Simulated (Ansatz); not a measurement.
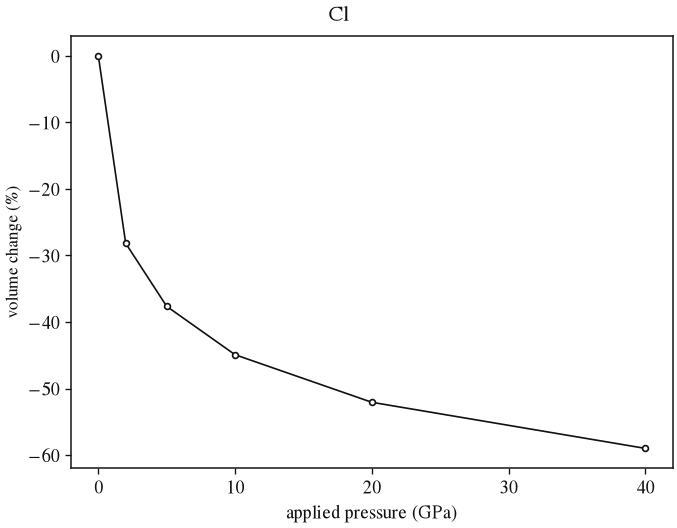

The picture above shows the volume change against applied pressure for Cl, space group Cmce (No. 64).

The given structure:
```yaml
crystal:
  lattice:
    - [3.95168, -2.14428, 0.00000]
    - [3.95168, 2.14428, 0.00000]
    - [0.00000, 0.00000, 8.34604]
  atoms:
    - { symbol: Cl, position: [0.11323, 0.88677, 0.10651] }
    - { symbol: Cl, position: [0.61323, 0.38677, 0.39349] }
    - { symbol: Cl, position: [0.88677, 0.11323, 0.89349] }
    - { symbol: Cl, position: [0.38677, 0.61323, 0.60651] }
```

Calculation (Ansatz 0.2.0): volume, enthalpy and cell of a crystal along a series of hydrostatic pressures at zero temperature, keeping its symmetry; changes are against the given cell; the k mesh follows the cell and the gap; plane waves with PAW datasets, Γ-centred k mesh. Level: PBE, no spin polarisation.

wave cutoff 420 eV; occupations Gaussian; k mesh at zero pressure 8×8×4; smearing width at zero pressure 0.02 eV.

From this curve and the settings, what does the calculation give for the band gap, change of a and change of c at the same points?

The band gap stays open and runs from 2.291 eV at applied pressure 0 GPa to 1.359 eV at 40 GPa. The change of a falls from 0.00 % at applied pressure 0 GPa to −34.12 % at 40 GPa. The change of c falls from 0.00 % at applied pressure 0 GPa to −13.79 % at 40 GPa.

```json
{"applied pressure (GPa)": "0", "band gap (eV)": "2.291", "change of a (%)": "0.00", "change of c (%)": "0.00"}
{"applied pressure (GPa)": "2", "band gap (eV)": "2.148", "change of a (%)": "-16.24", "change of c (%)": "-4.18"}
{"applied pressure (GPa)": "5", "band gap (eV)": "2.094", "change of a (%)": "-21.51", "change of c (%)": "-6.59"}
{"applied pressure (GPa)": "10", "band gap (eV)": "1.957", "change of a (%)": "-25.53", "change of c (%)": "-8.82"}
{"applied pressure (GPa)": "20", "band gap (eV)": "1.710", "change of a (%)": "-29.78", "change of c (%)": "-10.98"}
{"applied pressure (GPa)": "40", "band gap (eV)": "1.359", "change of a (%)": "-34.12", "change of c (%)": "-13.79"}
```

Caveats: lies under the reference phase in this functional; weakly bound, no dispersion correction.
